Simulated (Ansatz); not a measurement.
**GaN (slab): density, localisation and related maps**

```cif
data_structure
_symmetry_space_group_name_H-M 'P 1'
_symmetry_Int_Tables_number 1
_cell_length_a 3.2163
_cell_length_b 3.2163
_cell_length_c 26.1608
_cell_angle_alpha 90.000
_cell_angle_beta 90.000
_cell_angle_gamma 120.000
_cell_volume 234.36
loop_
_atom_site_label
_atom_site_type_symbol
_atom_site_fract_x
_atom_site_fract_y
_atom_site_fract_z
_atom_site_occupancy
N1 N 0.00000 0.00000 0.29362 1
Ga1 Ga 0.33333 0.66667 0.30687 1
N2 N 0.33333 0.66667 0.38836 1
Ga2 Ga 0.66667 0.33333 0.40950 1
N3 N 0.66667 0.33333 0.48823 1
Ga3 Ga 0.00000 0.00000 0.51020 1
N4 N 0.00000 0.00000 0.58876 1
Ga4 Ga 0.33333 0.66667 0.61090 1
N5 N 0.33333 0.66667 0.69050 1
Ga5 Ga 0.66667 0.33333 0.71306 1
```

Computed with DFT PBE, scalar-relativistic, plane waves, PAW (Ansatz 0.2.0).

The density is the valence pseudo-density of a PAW calculation; it isn't the true density close to the nuclei.

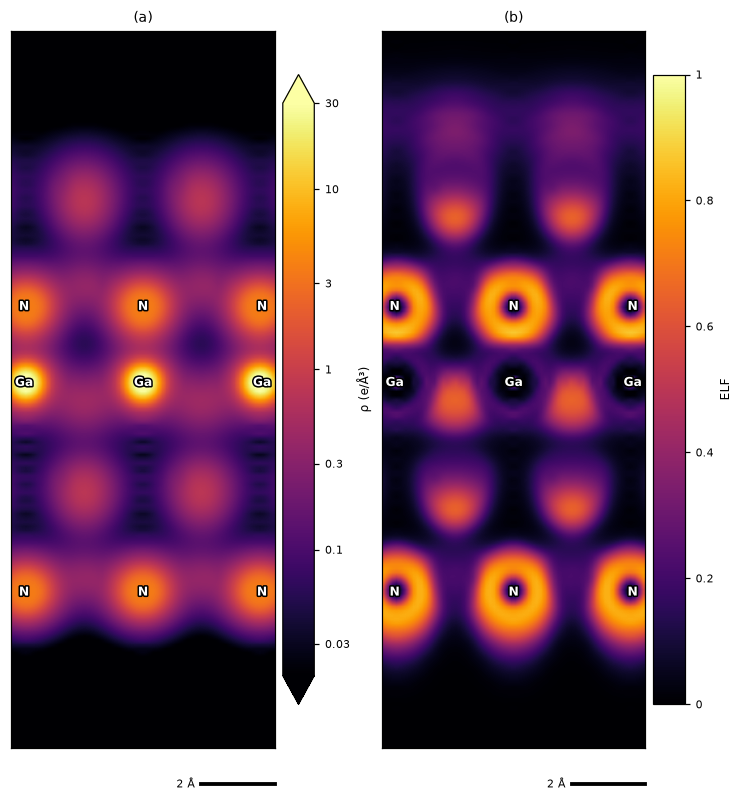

Figure 1. (a) valence pseudo-density; (b) ELF on the (100) plane of the calculation cell, a cut from vacuum to vacuum.

What does the map show?

Answer. Atoms in the plane: N and Ga. Atoms just off the plane (Ga, 0.9 Å away and N, 0.9 Å away) can leave unmarked features too. Ga–N (2.06 Å): ρ is about 0.59 e/Å³ halfway; the ELF peaks at about 0.85 in the valence shell of N, 0.7 Å from its nucleus, and is about 0.40 at the midpoint. The density dies away to nearly zero in the vacuum.

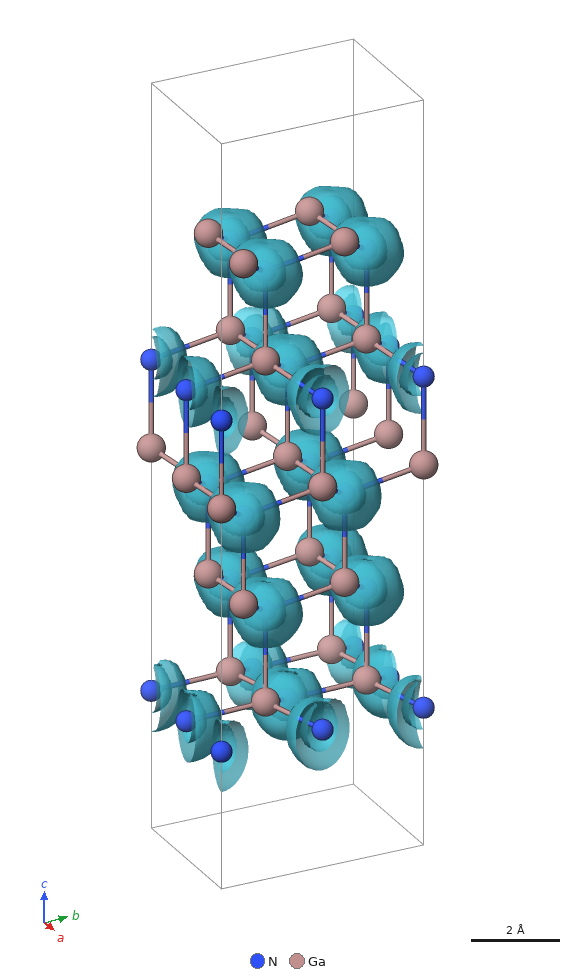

Figure 2. Isosurface of the electron localisation function at 0.75 (cyan), seen slightly off an axis. Core shells and regions of very low density are left out. Sticks mark near contacts.

What do the ELF domains correspond to?

Answer. The ELF exceeds this value in five regions wrapped around N (the valence shell of each), counted in one cell of 10 atoms. Counts are for one cell; the picture repeats the cell along the surface. Along the contacts the grid gives the following. Ga–N (1.89 Å): the ELF peaks at about 0.85 in the valence shell of N, 0.6 Å from its nucleus, and is about 0.50 at the midpoint. Ga–N (1.94 Å): the ELF peaks at about 0.85 in the valence shell of N, 0.7 Å from its nucleus, and is about 0.50 at the midpoint.

Metal or insulator at this level of theory?

Answer. It is gapless in this calculation (a metal or semimetal).
